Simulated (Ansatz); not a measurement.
## SiC: geometry relaxation (part 2 of 2)

The same run, continued: SiC (P6₃mc, 8 atoms in the cell); DFT, PBE, plane waves, PAW, no spin polarisation (Ansatz 0.2.0); cutoff 420 eV, 12×12×4 k-mesh, Gaussian smearing of 0.02 eV. The structure derives from a Materials Project entry.

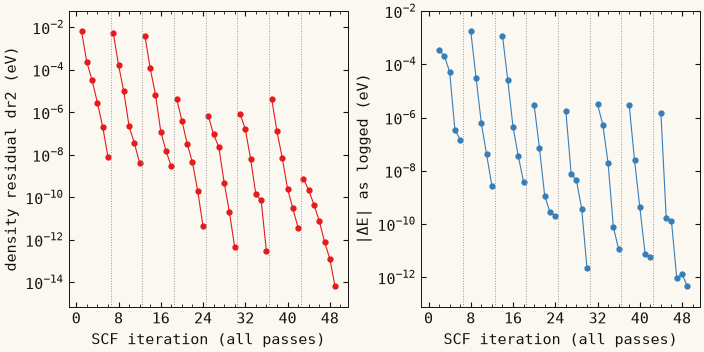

**Figure 1.** Convergence of the self-consistent field: density residual dr2 and size of the energy change against the SCF iteration. The dotted lines part the SCF passes of the relaxation: geometry steps, rejected trials and re-solves on a re-selected basis. The 8 passes take 6 to 7 iterations each, 49 in all.

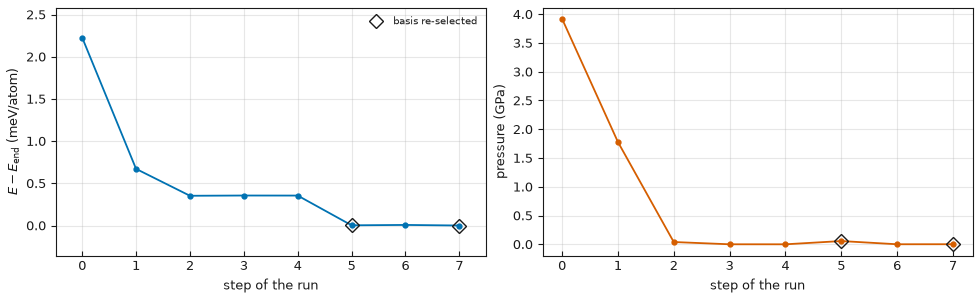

**Figure 2.** Progress of the relaxation, step by step (the first geometry is step 0 here and step 1 in the log).

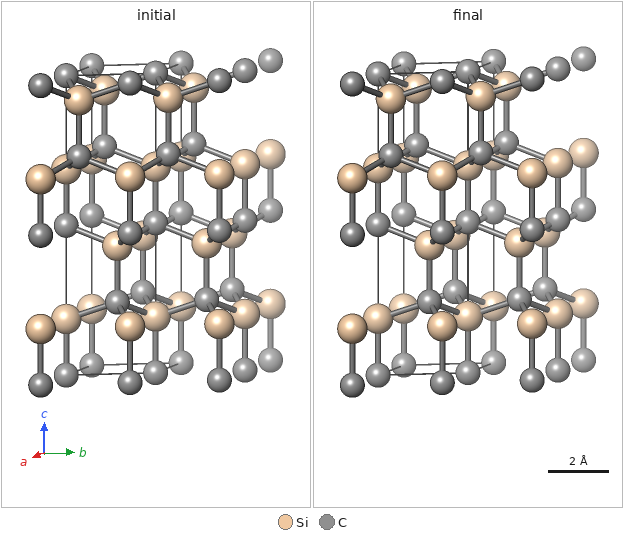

**Figure 3.** Before (left) and after (right) the relaxation, at one scale (ball-and-stick view of the cell of the calculation, repeated 2 × 2 × 1, seen slightly off an axis). The atoms keep their places relative to the cell (all moves are under 0.005 Å). Cell: a = b 3.076 → 3.094 Å (+0.6 %), c 10.071 → 10.129 Å (+0.6 %). Volume +1.8 %. Among the contacts that change: Si3–C5 1.882 → 1.893 Å, Si1–C8 1.884 → 1.896 Å, Si1–C5 1.894 → 1.905 Å. The space group stays P6_3mc (No. 186). After 5 geometry steps the energy has fallen by 2.2 meV per atom. Largest force component: 0.0062 eV/Å at the start, 0.00011 eV/Å at the end. The pressure goes from 3.92 to 0.00 GPa. The basis was re-selected once at an unchanged geometry, which shifts the energy a little without any move. The energy change given includes the shifts at the re-selections in mid-walk, which come without any move. A last SCF at the same geometry on a re-selected plane-wave basis shifts the energy by next to nothing (0.0 meV per atom). (Atoms are counted from 1 in the order of the input.)

```
basis re-selected at this cell: Δ(F+E_penalty+E_count) = -5.402e-5 eV, ΔP = +0.000 GPa vs the last step (what re-selecting the basis moved, of the pressure what is left beyond the Pulay correction that the steps carried, after the strain that the cell walked since its last selection, with what the two solves' SCF thresholds leave and, on support functions, any second-order correction that the steps lacked; it is no measure of the basis error at this ecutwfc). This SCF's stress stands 1.75e-3 GPa from its target on what of the cell is left free (relax.cell.stress_tol is 5.00e-2 GPa) and its largest allowed force component is 1.07e-4 eV/Å (relax.f_tol is 5.00e-3 eV/Å): within both
SCF converged after 7 iterations
Free energy (F): -3548.646417 eV
Harris-Foulkes:  -3548.646417 eV  (|F-HF|=4.55e-13)
Internal energy: -3548.646417 eV  (E = F + TS)
E sigma→0 (E₀):  -3548.646417 eV
Fermi energy:    10.475327 eV
--- Per-component energies (eV) ---
  E_band       = 110.128953
  E_kinetic    = 539.774511
  E_local      = -422.788130  (includes V_loc(G=0)·N_el)
  E_nonlocal   = 206.616527
  E_hartree    = 129.636572
  E_xc         = -421.022923
  E_vxc        = -436.195614  (∫ρ·V_xc dr)
  E_paw        = -2448.067450  (= ΣΔE_a)
  E_vpaw       = -36.551493  (= ΣTr[D̂ρ^β])
  E_aug_tail   = 0.000009  (compensation charges beyond the density's cutoff)
  E_ewald      = -1132.795532
  E_smearing   = -0.000000  (= −TS)
  E_closure    = -0.000000  (closes the sum)
  Σ components = -3548.646417   (vs F -3548.646417, Δ=0.00e0)
--- Forces (eV/Å), atoms counted from 1 ---
  atom   1  Si    -0.00000000     0.00000000     0.00008634
  atom   2  Si     0.00000000    -0.00000000     0.00008634
  atom   3  Si     0.00000000    -0.00000000     0.00009499
  atom   4  Si    -0.00000000     0.00000000     0.00009499
  atom   5  C     -0.00000000     0.00000000    -0.00010710
  atom   6  C     -0.00000000    -0.00000000    -0.00010710
  atom   7  C     -0.00000000     0.00000000    -0.00007419
  atom   8  C      0.00000000    -0.00000000    -0.00007419
  max |Σ_I F_I| component: 8.44e-8 eV/Å
--- Stress (GPa, compression-positive) ---
        0.000921       0.000000       0.000000
        0.000000       0.000921       0.000000
        0.000000       0.000000       0.001753
  P = ⅓ Tr σ = 0.0012 GPa (0.012 kbar)
--- Band table (eV; the first three rows and the last of 57) ---
  k-point 0: bands = ["-6.0023", "-4.8392", "-4.8032", "-2.4900", "0.8354", "5.0103", "5.0503", "8.1826", "8.1826", "8.6416", "8.6416", "8.7816", "8.7816", "9.3128", "9.3633", "9.3633", "14.3188", "14.8983", "15.4648", "15.5369", "16.2451", "16.2451", "16.2941", "16.2941"]
  k-point 1: bands = ["-5.9267", "-5.3301", "-4.1926", "-2.8139", "1.2820", "3.6143", "6.4725", "8.2191", "8.2191", "8.4889", "8.4889", "8.8847", "8.9516", "8.9516", "9.3081", "9.3081", "14.3729", "14.7492", "15.7204", "15.7314", "16.2901", "16.2901", "16.3203", "16.3203"]
  k-point 2: bands = ["-5.7013", "-5.7013", "-3.4858", "-3.4858", "2.3174", "2.3174", "7.8248", "7.8248", "8.3252", "8.3252", "8.3252", "8.3252", "9.1576", "9.1576", "9.1576", "9.1576", "14.5271", "14.5271", "15.9660", "15.9660", "16.3445", "16.3445", "16.3445", "16.3445"]
  k-point 56: bands = ["-1.4706", "-1.4706", "-1.3961", "-1.3961", "2.0508", "2.0508", "2.3404", "2.3404", "3.6855", "3.6855", "4.4128", "4.4128", "6.6333", "6.6333", "6.9391", "6.9391", "12.6035", "12.6035", "15.9557", "15.9557", "16.0349", "16.0349", "18.0197", "18.0197"]
--- Relaxed structure (6 steps of the walk, 6 accepted, 2 SCFs on fresh bases) ---
  F+E_penalty+E_count = -3548.64641703 eV   max|allowed force component| = 1.071e-4 eV/Å   (the final SCF, on the basis selected at the relaxed cell)
  cell:  # Å, volume = 83.9820 Å³
    - [3.094120346227243, -2.904042344656755e-11, 1.8017768358075416e-18]
    - [-1.5470601730884717, 2.6795868222136154, -1.0089662285543147e-18]
    - [5.899499971760056e-18, -4.0862046256057207e-19, 10.129339836337783]
  atoms:
    - { symbol: Si, position: [0.6666666666666666, 0.3333333333333333, 0.9378441869067329] }
    - { symbol: Si, position: [0.33333333333333326, 0.6666666666666666, 0.4378441869067331] }
    - { symbol: Si, position: [9.412401865724756e-22, 1.017131751879509e-32, 0.6878995585243526] }
    - { symbol: Si, position: [9.412401865734385e-22, 9.876409496060794e-33, 0.18789955852435267] }
    - { symbol: C, position: [0.6666666666666666, 0.3333333333333333, 0.7498074512998602] }
    - { symbol: C, position: [0.33333333333333326, 0.6666666666666666, 0.24980745129986015] }
    - { symbol: C, position: [-2.2259459520466236e-21, -2.3881531310401725e-32, 0.5004478032690542] }
    - { symbol: C, position: [-2.2259459520465567e-21, -2.4450905509109516e-32, 0.0004478032690540933] }
```

Trajectory as extended XYZ (Å, eV, eV/Å), 8 frames, from step=1 to step=8
```
8
Lattice="3.0757 0.0000 0.0000 -1.5378 2.6636 0.0000 0.0000 0.0000 10.0706" Properties=species:S:1:pos:R:3:forces:R:3 step=1 energy=-3548.62860 pressure_GPa=3.92
Si    1.5378    0.8879    9.4447    0.0000   0.0000  -0.0062
Si    0.0000    1.7758    4.4094    0.0000   0.0000  -0.0062
Si    0.0000    0.0000    6.9275    0.0000   0.0000   0.0029
Si    0.0000    0.0000    1.8922    0.0000   0.0000   0.0029
C     1.5378    0.8879    7.5510    0.0000   0.0000   0.0057
C     0.0000    1.7758    2.5157    0.0000   0.0000   0.0057
C     0.0000    0.0000    5.0400    0.0000   0.0000  -0.0024
C     0.0000    0.0000    0.0046    0.0000   0.0000  -0.0024
8
Lattice="3.0857 0.0000 0.0000 -1.5428 2.6723 0.0000 0.0000 0.0000 10.1003" Properties=species:S:1:pos:R:3:forces:R:3 step=2 energy=-3548.64105 pressure_GPa=1.78
Si    1.5428    0.8908    9.4726    0.0000   0.0000  -0.0049
Si    0.0000    1.7815    4.4225    0.0000   0.0000  -0.0049
Si    0.0000    0.0000    6.9482    0.0000   0.0000  -0.0029
Si    0.0000    0.0000    1.8980    0.0000   0.0000  -0.0029
C     1.5428    0.8908    7.5731    0.0000   0.0000   0.0058
C     0.0000    1.7815    2.5230    0.0000   0.0000   0.0058
C     0.0000    0.0000    5.0546    0.0000   0.0000   0.0020
C     0.0000    0.0000    0.0044    0.0000   0.0000   0.0020
8
Lattice="3.0934 0.0000 0.0000 -1.5467 2.6790 0.0000 0.0000 0.0000 10.1296" Properties=species:S:1:pos:R:3:forces:R:3 step=3 energy=-3548.64360 pressure_GPa=0.04
Si    1.5467    0.8930    9.4999    0.0000   0.0000   0.0002
Si    0.0000    1.7860    4.4351    0.0000   0.0000   0.0002
Si    0.0000    0.0000    6.9681    0.0000   0.0000  -0.0003
Si    0.0000    0.0000    1.9033    0.0000   0.0000  -0.0003
C     1.5467    0.8930    7.5953    0.0000   0.0000   0.0003
C     0.0000    1.7860    2.5305    0.0000   0.0000   0.0003
C     0.0000    0.0000    5.0694    0.0000   0.0000  -0.0002
C     0.0000    0.0000    0.0046    0.0000   0.0000  -0.0002
8
Lattice="3.0941 0.0000 0.0000 -1.5470 2.6796 0.0000 0.0000 0.0000 10.1269" Properties=species:S:1:pos:R:3:forces:R:3 step=4 energy=-3548.64357 pressure_GPa=0.00
Si    1.5470    0.8932    9.4975    0.0000   0.0000  -0.0022
Si    0.0000    1.7864    4.4341    0.0000   0.0000  -0.0022
Si    0.0000    0.0000    6.9664    0.0000   0.0000  -0.0012
Si    0.0000    0.0000    1.9029    0.0000   0.0000  -0.0012
C     1.5470    0.8932    7.5931    0.0000   0.0000   0.0000
C     0.0000    1.7864    2.5297    0.0000   0.0000   0.0000
C     0.0000    0.0000    5.0678    0.0000   0.0000   0.0034
C     0.0000    0.0000    0.0044    0.0000   0.0000   0.0034
8
Lattice="3.0939 0.0000 0.0000 -1.5469 2.6794 0.0000 0.0000 0.0000 10.1284" Properties=species:S:1:pos:R:3:forces:R:3 step=5 energy=-3548.64358 pressure_GPa=-0.00
Si    1.5469    0.8931    9.4989    0.0000   0.0000   0.0002
Si    0.0000    1.7862    4.4347    0.0000   0.0000   0.0002
Si    0.0000    0.0000    6.9674    0.0000   0.0000   0.0003
Si    0.0000    0.0000    1.9031    0.0000   0.0000   0.0003
C     1.5469    0.8931    7.5944    0.0000   0.0000  -0.0003
C     0.0000    1.7862    2.5302    0.0000   0.0000  -0.0003
C     0.0000    0.0000    5.0688    0.0000   0.0000  -0.0002
C     0.0000    0.0000    0.0045    0.0000   0.0000  -0.0002
8
Lattice="3.0939 0.0000 0.0000 -1.5469 2.6794 0.0000 0.0000 0.0000 10.1284" Properties=species:S:1:pos:R:3:forces:R:3 step=6 energy=-3548.64640 pressure_GPa=0.06
Si    1.5469    0.8931    9.4989    0.0000   0.0000   0.0002
Si    0.0000    1.7862    4.4347    0.0000   0.0000   0.0002
Si    0.0000    0.0000    6.9674    0.0000   0.0000   0.0003
Si    0.0000    0.0000    1.9031    0.0000   0.0000   0.0003
C     1.5469    0.8931    7.5944    0.0000   0.0000  -0.0003
C     0.0000    1.7862    2.5302    0.0000   0.0000  -0.0003
C     0.0000    0.0000    5.0688    0.0000   0.0000  -0.0002
C     0.0000    0.0000    0.0045    0.0000   0.0000  -0.0002
8
Lattice="3.0941 0.0000 0.0000 -1.5471 2.6796 0.0000 0.0000 0.0000 10.1293" Properties=species:S:1:pos:R:3:forces:R:3 step=7 energy=-3548.64636 pressure_GPa=0.00
Si    1.5471    0.8932    9.4997    0.0000   0.0000   0.0001
Si    0.0000    1.7864    4.4351    0.0000   0.0000   0.0001
Si    0.0000    0.0000    6.9680    0.0000   0.0000   0.0001
Si    0.0000    0.0000    1.9033    0.0000   0.0000   0.0001
C     1.5471    0.8932    7.5951    0.0000   0.0000  -0.0001
C     0.0000    1.7864    2.5304    0.0000   0.0000  -0.0001
C     0.0000    0.0000    5.0692    0.0000   0.0000  -0.0001
C     0.0000    0.0000    0.0045    0.0000   0.0000  -0.0001
8
Lattice="3.0941 0.0000 0.0000 -1.5471 2.6796 0.0000 0.0000 0.0000 10.1293" Properties=species:S:1:pos:R:3:forces:R:3 step=8 energy=-3548.64642 pressure_GPa=0.00
Si    1.5471    0.8932    9.4997    0.0000   0.0000   0.0001
Si    0.0000    1.7864    4.4351    0.0000   0.0000   0.0001
Si    0.0000    0.0000    6.9680    0.0000   0.0000   0.0001
Si    0.0000    0.0000    1.9033    0.0000   0.0000   0.0001
C     1.5471    0.8932    7.5951    0.0000   0.0000  -0.0001
C     0.0000    1.7864    2.5304    0.0000   0.0000  -0.0001
C     0.0000    0.0000    5.0692    0.0000   0.0000  -0.0001
C     0.0000    0.0000    0.0045    0.0000   0.0000  -0.0001
```

This output came from the following input.

The input
```yaml
crystal:
  lattice:
    - [3.0756941497, 0.0, 0.0]
    - [-1.5378470748, 2.6636292679, 0.0]
    - [0.0, 0.0, 10.07064648]
  atoms:
    - { symbol: Si, position: [0.66666667, 0.33333333, 0.93784198] }
    - { symbol: Si, position: [0.33333333, 0.66666667, 0.43784198] }
    - { symbol: Si, position: [0.0, 0.0, 0.68789438] }
    - { symbol: Si, position: [0.0, 0.0, 0.18789438] }
    - { symbol: C, position: [0.66666667, 0.33333333, 0.74980259] }
    - { symbol: C, position: [0.33333333, 0.66666667, 0.24980259] }
    - { symbol: C, position: [0.0, 0.0, 0.50046005] }
    - { symbol: C, position: [0.0, 0.0, 0.00046005] }
basis:
  ecutwfc: 420
  ecutrho_ratio: 6
kpoints:
  mp_grid: { grid: [12, 12, 4] }
hamiltonian:
  xc: pbe
scf:
  occupations: { method: gaussian, width: 0.02 }
  algorithm: density_mixing
output:
  forces: true
  eigenvalues: true
  stress: true
relax:
  adjacent_minimum: "off"
  f_tol: 0.005
  max_steps: 80
  cell: { stress_tol: 0.05 }
```

Run as:
```bash
ansatz run input.yaml --threads 4 --pin off --max-ram 10240MiB --backend cpu --events-out ev --progress --plain --runs-dir out
```

Summary

| quantity | value |
| --- | --- |
| outcome | converged |
| space group (tolerance 0.01 Å) | P6₃mc (186) |
| electrons treated | 32 |
| free energy | −3548.6464 eV |
| Fermi energy | 10.475 eV |
| gap on the k-point mesh | 2.22 eV |
| pressure | 0.00 GPa |
| final volume | 83.98 Å³ |
| largest force (length of the vector) at the end | under 0.001 eV/Å |
| final cell | a = 3.094 Å, b = 3.094 Å, c = 10.129 Å, α = 90.00°, β = 90.00°, γ = 120.00° |
| hardware | 4 threads of AMD EPYC (Zen 3), 189 GiB of memory available, shared host |
| wall time | 50 s (CPU time 3 min) |
| peak memory | 0.47 GiB |

Remarks

Settings chosen away from the usual ones: basis.ecutrho_ratio set to 6; scf.algorithm set to density_mixing.
